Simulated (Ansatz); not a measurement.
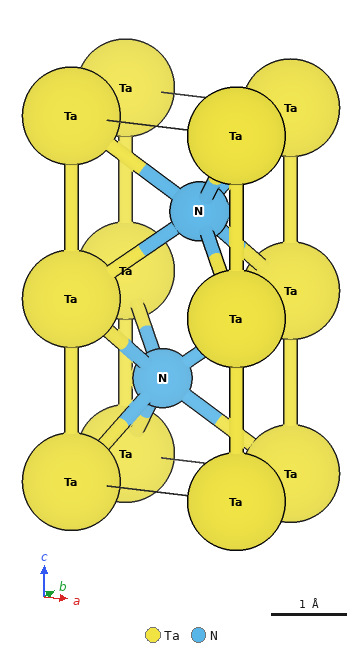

The starting point is solid TaN (set up in P6_3/mmc). Style: ball-and-stick. Shown: the cell of the calculation, slightly off an axis.

Theory: DFT, PBE, PAW with Ansatz's default frozen-core files, scalar-relativistic (Ansatz 0.2.0). Set-up: plane-wave cutoff 420 eV; k-point mesh 9 × 9 × 5; occupations fermi dirac; smearing width 0.01 eV; no spin polarisation.

Now this is done to it. The cell is strained by +3.0 % along c and none across it (volume +3.0 %), the atoms keeping their fractional coordinates. No relaxation follows.

### Predict the response.

Energy change: −195 meV per atom. The pressure goes from 59.6 to 41.2 GPa. The principal stresses (compression positive) are 91.5 GPa along c and 16.0 GPa across it. All forces vanish by symmetry. Near-neighbour distances before and after: Ta–Ta 2.459 → 2.533 Å, N–Ta 2.147 → 2.168 Å. The space group stays P6_3/mmc (No. 194).

Drawn alike, the variant:

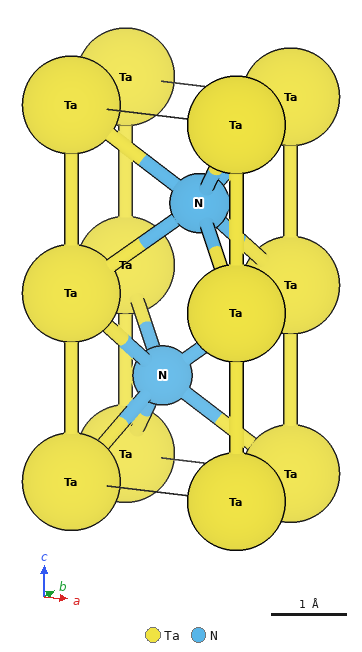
